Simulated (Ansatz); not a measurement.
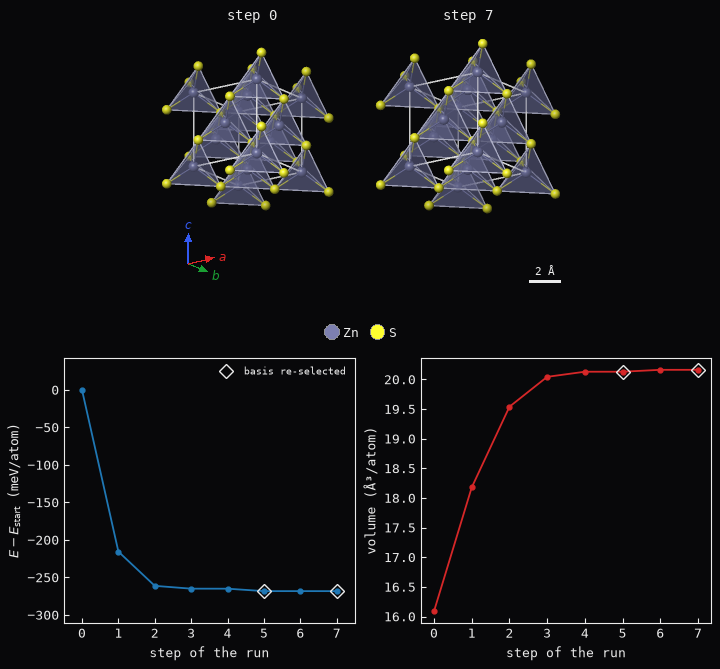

First and last geometry of a relaxation of crystalline ZnS (built on the zincblende type), with the history of the run. Style: polyhedral. Shown: the conventional cell (4 times the calculation's cell), from a free direction. Lengths and directions refer to the drawn axes.

All numbers below come from DFT, PBE, plane waves, PAW (Ansatz 0.2.0).

Input
```yaml
crystal:
  lattice:
    - [0.0, 2.5245217871, 2.5245217871]
    - [2.5245217871, 0.0, 2.5245217871]
    - [2.5245217871, 2.5245217871, 0.0]
  atoms:
    - { symbol: Zn, position: [0.0, 0.0, 0.0] }
    - { symbol: S, position: [0.25, 0.25, 0.25] }
kpoints:
  mp_grid: { grid: [8, 8, 8] }
hamiltonian:
  xc: pbe
scf:
  occupations: { method: fermi_dirac, width: 0.02 }
relax:
  f_tol: 0.005
  cell: {}
```

Command:
```bash
ansatz run input.yaml --threads 2 --pin off --max-ram 2211MiB --backend cpu --events-out ev --progress --plain --runs-dir out
```

### What do the curves and the structures tell?

It converged. The energy falls by 268 meV per atom in 5 accepted moves (7 points after the start). All forces vanish by symmetry, so only the cell relaxes. Pressure: 25.87 GPa at the start and 0.00 GPa at the end. The SCF was repeated twice at an unchanged geometry on a basis and grid sized afresh for the cell, which shifted the energy by 3.2 meV per atom at most. The atoms keep their places relative to the cell (all moves are under 0.005 Å). The volume changes by +25.3 %, with a = b = c 5.049 → 5.444 Å (+7.8 %). Among the contacts that change: Zn1–S2 2.186 → 2.357 Å. The space group stays F-43m (No. 216). The run took 5.6 s on 2 threads of Arm Neoverse V1, with other jobs on the host, peak memory 0.31 GiB.

```tsv
step	E − E(0), meV/atom	pressure, GPa	volume, Å³/atom	note
0	0.00	25.87	16.089	
1	-215.58	9.05	18.178	
2	-261.18	2.28	19.540	
3	-264.93	0.32	20.044	
4	-264.97	0.00	20.131	
5	-268.21	0.12	20.131	same geometry, new basis
6	-268.20	0.00	20.163	
7	-268.23	0.00	20.163	same geometry, new basis
```
